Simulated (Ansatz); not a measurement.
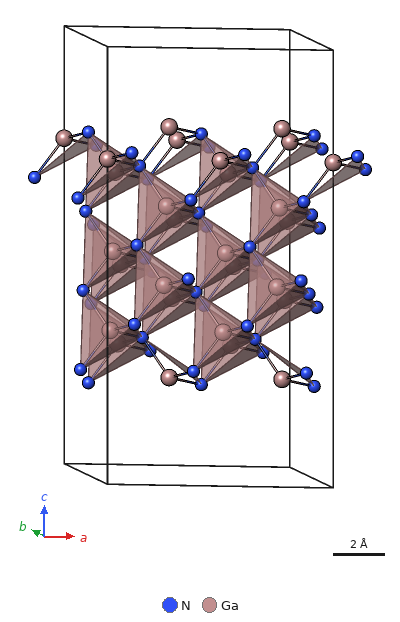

The structure (polyhedral view of the 2 × 1 repeat of the cell, with the vacuum cut short, seen slightly off an axis; polyhedra are completed across the faces of the cell). An atom can appear more than once, as a periodic image.

## Run report: GaN, single-point calculation (part 1 of 2)

- system: GaN (slab, 22 atoms in the cell)
- method: DFT PBEsol, scalar-relativistic, plane waves, PAW, no spin polarisation (Ansatz 0.2.0)

The structure derives from a Materials Project entry. It belongs to a series of runs on one base structure; here: (2 1 0) slab cut from the bulk. Figures and captions count atoms from 1; the log counts them from 0 in places.

### Input
```yaml
crystal:
  lattice:
    - [4.4982301441, 0.0, 0.0]
    - [-2.249115072, 5.0291741903, 0.0]
    - [0.0, 0.0, 25.5612657996]
  atoms:
    - { symbol: "N", position: [0.1, 0.7, 0.2934126995] }
    - { symbol: Ga, position: [0.7, 0.4, 0.3130876805] }
    - { symbol: "N", position: [0.8, 0.1, 0.3327626615] }
    - { symbol: Ga, position: [0.4, 0.8, 0.3524376425] }
    - { symbol: "N", position: [0.5, 0.5, 0.3721126235] }
    - { symbol: Ga, position: [0.1, 0.2, 0.3917876045] }
    - { symbol: "N", position: [0.2, 0.9, 0.4114625855] }
    - { symbol: Ga, position: [0.8, 0.6, 0.4311375665] }
    - { symbol: "N", position: [0.9, 0.3, 0.4508125475] }
    - { symbol: Ga, position: [0.5, 0.0, 0.4704875285] }
    - { symbol: "N", position: [0.6, 0.7, 0.4901625095] }
    - { symbol: Ga, position: [0.2, 0.4, 0.5098374905] }
    - { symbol: "N", position: [0.3, 0.1, 0.5295124715] }
    - { symbol: Ga, position: [0.9, 0.8, 0.5491874525] }
    - { symbol: "N", position: [0.0, 0.5, 0.5688624335] }
    - { symbol: Ga, position: [0.6, 0.2, 0.5885374145] }
    - { symbol: "N", position: [0.7, 0.9, 0.6082123955] }
    - { symbol: Ga, position: [0.3, 0.6, 0.6278873765] }
    - { symbol: "N", position: [0.4, 0.3, 0.6475623575] }
    - { symbol: Ga, position: [0.0, 0.0, 0.6672373385] }
    - { symbol: "N", position: [0.1, 0.7, 0.6869123195] }
    - { symbol: Ga, position: [0.7, 0.4, 0.7065873005] }
basis:
  ecutwfc: 420
kpoints:
  mp_grid: { grid: [7, 5, 1] }
hamiltonian:
  xc: pbesol
scf:
  occupations: { method: gaussian, width: 0.05 }
output:
  forces: true
  stress: true
  eigenvalues: true
  write_density: true
  write_potential: true
  elf: true
  volumetric_format: npy
efield:
  axis: 3
  dipole_correction: true
  ramp_width: 0.04
```

Run on 2 threads of Intel Xeon @ 2.50GHz (Skylake/Cascade Lake), 189 GiB of memory available, shared host.

Launch command:
```bash
ansatz run input.yaml --threads 2 --pin off --max-ram 5120MiB --backend cpu --events-out ev --progress --plain --runs-dir out
```

### What the program printed
```
Engine: ansatz 0.2.0, x86_64-unknown-linux-gnu
Pseudopotentials: kind: paw
Pseudopotential: N, paw, valence charge 5, recommended cutoff 420 eV (normal), N.paw.azcp
Pseudopotential: Ga, paw, valence charge 13, recommended cutoff 420 eV (normal), Ga.paw.azcp
Functional definition: PBEsol
  exchange = pbesol_x
  correlation = pbesol_c
Crystal: 22 atoms, lattice volume = 578.257 Å³
Basis set: ecut = 420 eV, 11319 PW (Γ), exchange–correlation on 64×80×360 points (8 copies of the dense FFT grid, shifted against one another)
Bands: 121, of which v1, the nominal top of the filled ones, is band 99 counted from 1 (98 counted from 0)
Symmetry: 1 space group operations
Space group: P1 (ITA 1), of the structure as read, at distance tolerance 8.3e-5 Å
k-points: 18 of 35 (time reversal used)
Non-local potential: N, projectors of the file, l = 0: 2, l = 1: 2, l = 2: 1
Non-local potential: Ga, projectors of the file, l = 0: 2, l = 1: 2, l = 2: 3, l = 3: 1
PAW form: soft (Blöchl's): semilocal exchange-correlation on the pseudo side does not see the compensation charge
PAW frozen core: N, regenerated for the run's functional, and the local potential with it (the file was generated under x = pbe(κ = 0.804, μ = 0.2195149727645171), c = pbe(β = 0.06672455060314922))
PAW frozen core: Ga, regenerated for the run's functional, and the local potential with it (the file was generated under x = pbe(κ = 0.804, μ = 0.2195149727645171), c = pbe(β = 0.06672455060314922))
PAW one-centre angular grid: N, 110 points (default); XC on 64 Gauss nodes
PAW one-centre angular grid: Ga, 590 points (default); XC on 64 Gauss nodes
Initial density: superposition of atomic densities (neutral atoms: chi_scale 0, normalization atom), corrected by the library's trained network
Initial wavefunctions: pseudopotential atomic-orbital guess
Functional: x = pbesol(κ = 0.804, μ = 0.12345679012345678), c = pbesol(β = 0.046)
SCF iter   1: F=—  HF=-45341.208563 eV  |F-HF|=—  |Δ(HF+E_count)|=         —  Δρ=1.46e-2  dr2=6.38e0  ethr=1.77e-3  p=0.236 e·Å  D=7.37e-2 V/Å  ΔV_dip=-1.88 eV  dr2_dipole=4.19e0  V_vac-E_F(+/−)=4.54/6.43 eV  ⟨swp⟩=6.4  Hψ=8819  notcnv=0  defer=226
efield: sawtooth ramp at fractional position 0.9800 (placed from the atoms, in the widest stretch of the axis that holds none; the zero of the levels goes with the place), width 0.0400; the density the first Hamiltonian is built on has a dipole p = 0.236 e·Å; the dipole correction subtracts the counter field D = 7.37e-2 V/Å, which shifts the + side's vacuum level by -1.88 eV against the − side's; the planar-averaged density in the ramp window peaks in size at 1.6e-5 e/Å³
preconditioner: auto → Resta (q_TF=auto, 2.282 Å⁻¹)  ε∞=3.0  [insulator: Δε(μ)=0.198 eV  Ē_g=15.421 eV  σ=0.050 eV  W_gap=0.99  n_scr=100 (ndim 8)  ℏωp=21.7 eV  f_vac=0.510  D(μ)=0.09/eV (n_scr^D=0)  ε∞_Penn≈3.0  vacuum switching on, ρ_ref=1.7e-2 e/Å³]
SCF iter   2: F=—  HF=-45357.710687 eV  |F-HF|=—  |Δ(HF+E_count)|=    1.65e1  Δρ=6.37e-2  dr2=3.19e2  ethr=1.77e-3  p=-0.683 e·Å  D=-2.14e-1 V/Å  ΔV_dip=5.46 eV  dr2_dipole=2.22e2  V_vac-E_F(+/−)=7.51/2.05 eV  ⟨swp⟩=4.2  Hψ=3433  notcnv=0  defer=274  recentre
SCF iter   3: F=—  HF=-45341.028760 eV  |F-HF|=—  |Δ(HF+E_count)|=    1.67e1  Δρ=6.34e-3  dr2=2.35e-1  ethr=1.77e-3  p=0.193 e·Å  D=6.05e-2 V/Å  ΔV_dip=-1.55 eV  dr2_dipole=1.45e-3  V_vac-E_F(+/−)=4.81/6.36 eV  ⟨swp⟩=3.1  Hψ=3098  notcnv=0  defer=298
SCF iter   4: F=—  HF=-45341.020850 eV  |F-HF|=—  |Δ(HF+E_count)|=   7.91e-3  Δρ=9.43e-3  dr2=2.49e0  ethr=1.19e-4  p=0.195 e·Å  D=6.10e-2 V/Å  ΔV_dip=-1.56 eV  dr2_dipole=1.59e0  V_vac-E_F(+/−)=4.83/6.38 eV  ⟨swp⟩=3.1  Hψ=3149  notcnv=0  defer=272
SCF iter   5: F=—  HF=-45341.022518 eV  |F-HF|=—  |Δ(HF+E_count)|=   1.67e-3  Δρ=1.11e-2  dr2=6.49e0  ethr=1.19e-4  p=0.170 e·Å  D=5.33e-2 V/Å  ΔV_dip=-1.36 eV  dr2_dipole=4.38e0  V_vac-E_F(+/−)=4.95/6.31 eV  ⟨swp⟩=2.0  Hψ=2166  notcnv=0  defer=272  recentre
SCF iter   6: F=—  HF=-45341.091347 eV  |F-HF|=—  |Δ(HF+E_count)|=   6.88e-2  Δρ=1.13e-2  dr2=6.11e0  ethr=1.19e-4  p=0.213 e·Å  D=6.68e-2 V/Å  ΔV_dip=-1.71 eV  dr2_dipole=4.19e0  V_vac-E_F(+/−)=4.71/6.42 eV  ⟨swp⟩=2.0  Hψ=2536  notcnv=0  defer=273
SCF iter   7: F=—  HF=-45340.990857 eV  |F-HF|=—  |Δ(HF+E_count)|=   1.00e-1  Δρ=2.28e-3  dr2=2.25e-1  ethr=1.19e-4  p=0.175 e·Å  D=5.48e-2 V/Å  ΔV_dip=-1.40 eV  dr2_dipole=1.45e-1  V_vac-E_F(+/−)=4.92/6.32 eV  ⟨swp⟩=1.9  Hψ=2095  notcnv=0  defer=273
SCF iter   8: F=—  HF=-45340.994362 eV  |F-HF|=—  |Δ(HF+E_count)|=   3.50e-3  Δρ=3.94e-3  dr2=9.30e-1  ethr=1.14e-4  p=0.168 e·Å  D=5.26e-2 V/Å  ΔV_dip=-1.34 eV  dr2_dipole=6.36e-1  V_vac-E_F(+/−)=4.94/6.29 eV  ⟨swp⟩=1.0  Hψ=2416  notcnv=0  defer=272  recentre
SCF iter   9: F=—  HF=-45341.002300 eV  |F-HF|=—  |Δ(HF+E_count)|=   7.94e-3  Δρ=5.67e-3  dr2=1.76e0  ethr=1.14e-4  p=0.182 e·Å  D=5.68e-2 V/Å  ΔV_dip=-1.45 eV  dr2_dipole=1.21e0  V_vac-E_F(+/−)=4.86/6.32 eV  ⟨swp⟩=1.0  Hψ=1906  notcnv=0  defer=272
SCF iter  10: F=—  HF=-45340.990153 eV  |F-HF|=—  |Δ(HF+E_count)|=   1.21e-2  Δρ=3.90e-4  dr2=1.22e-3  ethr=1.14e-4  p=0.171 e·Å  D=5.35e-2 V/Å  ΔV_dip=-1.37 eV  dr2_dipole=4.59e-4  V_vac-E_F(+/−)=4.91/6.28 eV  ⟨swp⟩=1.0  Hψ=1940  notcnv=0  defer=272
SCF iter  11: F=—  HF=-45340.990077 eV  |F-HF|=—  |Δ(HF+E_count)|=   7.63e-5  Δρ=2.44e-4  dr2=1.78e-3  ethr=6.15e-7  p=0.171 e·Å  D=5.34e-2 V/Å  ΔV_dip=-1.37 eV  dr2_dipole=1.09e-3  V_vac-E_F(+/−)=4.91/6.28 eV  ⟨swp⟩=2.0  Hψ=1999  notcnv=0  defer=272
SCF iter  12: F=—  HF=-45340.990048 eV  |F-HF|=—  |Δ(HF+E_count)|=   2.85e-5  Δρ=9.99e-5  dr2=4.15e-4  ethr=6.15e-7  p=0.170 e·Å  D=5.31e-2 V/Å  ΔV_dip=-1.36 eV  dr2_dipole=2.54e-4  V_vac-E_F(+/−)=4.92/6.28 eV  ⟨swp⟩=2.0  Hψ=1961  notcnv=0  defer=272
SCF iter  13: F=—  HF=-45340.990042 eV  |F-HF|=—  |Δ(HF+E_count)|=   6.20e-6  Δρ=4.45e-5  dr2=1.56e-5  ethr=2.09e-7  p=0.170 e·Å  D=5.32e-2 V/Å  ΔV_dip=-1.36 eV  dr2_dipole=8.33e-7  V_vac-E_F(+/−)=4.92/6.28 eV  ⟨swp⟩=1.1  Hψ=1908  notcnv=0  defer=272
SCF iter  14: F=—  HF=-45340.990022 eV  |F-HF|=—  |Δ(HF+E_count)|=   1.95e-5  Δρ=8.30e-5  dr2=3.73e-4  ethr=7.90e-9  p=0.170 e·Å  D=5.32e-2 V/Å  ΔV_dip=-1.36 eV  dr2_dipole=2.55e-4  V_vac-E_F(+/−)=4.92/6.28 eV  ⟨swp⟩=2.0  Hψ=2278  notcnv=0  defer=272
SCF iter  15: F=—  HF=-45340.990021 eV  |F-HF|=—  |Δ(HF+E_count)|=   1.64e-6  Δρ=3.33e-5  dr2=6.10e-5  ethr=7.90e-9  p=0.170 e·Å  D=5.32e-2 V/Å  ΔV_dip=-1.36 eV  dr2_dipole=4.14e-5  V_vac-E_F(+/−)=4.92/6.28 eV  ⟨swp⟩=1.3  Hψ=1912  notcnv=0  defer=272
SCF iter  16: F=—  HF=-45340.990020 eV  |F-HF|=—  |Δ(HF+E_count)|=   2.22e-7  Δρ=1.38e-5  dr2=1.02e-5  ethr=7.90e-9  p=0.170 e·Å  D=5.32e-2 V/Å  ΔV_dip=-1.36 eV  dr2_dipole=6.99e-6  V_vac-E_F(+/−)=4.92/6.28 eV  ⟨swp⟩=1.0  Hψ=1906  notcnv=0  defer=272
SCF iter  17: F=—  HF=-45340.990020 eV  |F-HF|=—  |Δ(HF+E_count)|=   3.11e-8  Δρ=3.16e-6  dr2=5.54e-7  ethr=5.15e-9  p=0.170 e·Å  D=5.32e-2 V/Å  ΔV_dip=-1.36 eV  dr2_dipole=3.82e-7  V_vac-E_F(+/−)=4.92/6.28 eV  ⟨swp⟩=1.0  Hψ=1906  notcnv=0  defer=272
SCF iter  18: F=-45340.990020 eV  HF=-45340.990020 eV  |F-HF|=3.93e-8  |Δ(HF+E_count)|=  1.96e-10  Δρ=1.01e-6  dr2=2.73e-8  ethr=5.05e-11  p=0.170 e·Å  D=5.32e-2 V/Å  ΔV_dip=-1.36 eV  dr2_dipole=1.65e-8  V_vac-E_F(+/−)=4.92/6.28 eV  ⟨swp⟩=21.4  Hψ=19262  notcnv=0
SCF 1 converged in 18 iterations: F = -45340.990020 eV  dr2 = 2.73e-8
  greatest PAW one-centre occupation: 0.996 electrons in one spin orbital (limit 2), on the Ga atom at site 19 (counted from 0), in its partial waves of l = 2
```

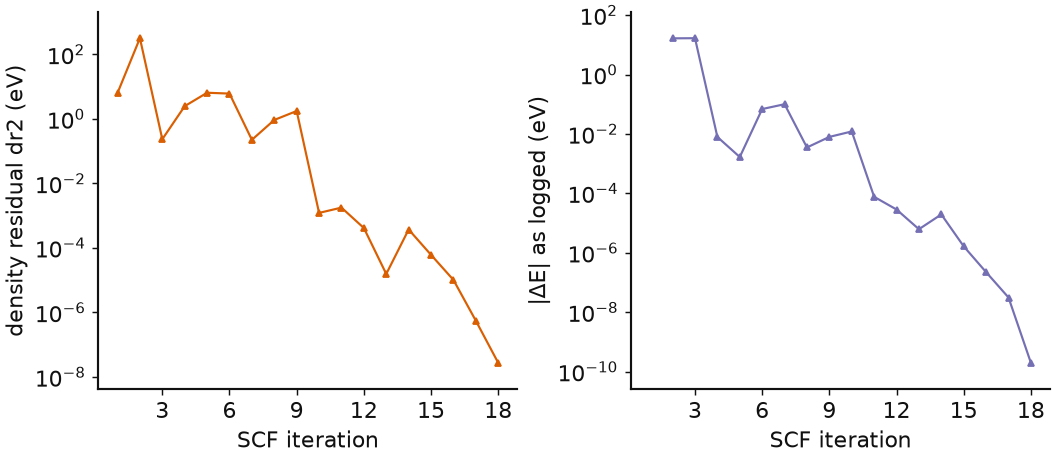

Convergence of the self-consistent field: density residual dr2 and size of the energy change against the SCF iteration. The residual falls unevenly and jumps up by a factor of two or more 5 times on the way down.

```
WARN: The output density's exchange-correlation potential varies sharply where the density is thin. Do not read a vacuum level from v_tot or v_xc, or from such a field of the output density. On a cell that repeats whose density bears no net charge and no dipole along the vacuum's axis use v_es (v_loc + v_h of the components); under efield.dipole_correction with no amplitude use v_es + v_field, which holds any external_charges[].barrier, or the levels of the report's work_function block, which leave it out; under a non-zero efield.amplitude the vacuum is tilted and has no level; on a cell that repeats and bears such a dipole with no correction it is tilted too, and efield.dipole_correction with no amplitude gives each side of its ramp a level where efield: is served; in a cell that repeats whose density bears a net charge (total_charge, or a fill off its count) it is curved and has none; of a slab under crystal.periodic whose density bears no net charge use v_es, which has a level on each side, short of where the two are joined; of another it falls or rises all the way out and has none; of a slab beside external_charges read slab_vacuum_level instead, which it has where they leave it neutral. The grid or the basis barely resolves most such structure, and the values can differ between equally converged runs; as a rule a tighter scf.convergence.dr2_threshold does not remove it. Where the density itself ripples (under the LDA too) a higher basis.ecutwfc lessens it. The files hold the spikes' plane waves up to the density's cutoff. Files: v_tot_of_output_density and the like, and their columns of v_z.tsv (output.write_potential); v_xc_of_output_density and the like, and their columns of v_comp_z.tsv (output.write_potential_components). Measured: with its Gaussian average of σ = 0.25 Å subtracted twice, the exchange-correlation potential is over 0.1 eV at 35 of the grid points where the equally averaged density (valence and model cores) is under 1e-3 e/Å³, and 0.225 eV at the most among them, at an averaged density of 3.9e-7 e/Å³. The input density's (outcome.potential() and, of a run that writes arrays, v_tot and v_xc) is over 0.1 eV, so measured, at 29 points of its own thin density, 0.178 eV at the most. See output.write_potential in the manual, Limitations
SCF converged after 18 iterations
Free energy (F): -45340.990020 eV
Harris-Foulkes:  -45340.990020 eV  (|F-HF|=3.93e-8)
Internal energy: -45340.966347 eV  (E = F + TS)
E sigma→0 (E₀):  -45340.978184 eV
Entropy (-TS):   -0.023673 eV (-1.076 meV/atom)
Fermi energy:    1.285031 eV
Dipole field:    D = 0.053313 V/Å  (p = 0.170369 e·Å, saw-weighted, corrected)
Work function:   Φ+ = 4.9169 eV   Φ− = 6.2797 eV
Levels:          The Fermi level and band energies are counted from a zero that moves with the ramp; work functions are not
--- Per-component energies (eV) ---
  E_band       = -1837.820564
  E_kinetic    = 2689.717517
  E_local      = -235749.171961  (includes V_loc(G=0)·N_el)
  E_nonlocal   = 5224.584354
  E_hartree    = 116124.073707
  E_xc         = -1395.077862
  E_vxc        = -1459.056611  (∫ρ·V_xc dr)
  E_paw        = -22824.495305  (= ΣΔE_a)
  E_vpaw       = -4790.864130  (= ΣTr[D̂ρ^β])
  E_aug_tail   = 0.000822  (compensation charges beyond the density's cutoff)
  E_efield     = 0.004541  (sawtooth field / dipole correction)
  E_vefield    = -1.170641  (∫n·V_field dr)
  E_ewald      = 90579.595998
  E_core_change = 9.801843  (= ΣΔE_core)
  E_smearing   = -0.023673  (= −TS)
  E_closure    = -0.000000  (closes the sum)
  Σ components = -45340.990020   (vs F -45340.990020, Δ=0.00e0)
```
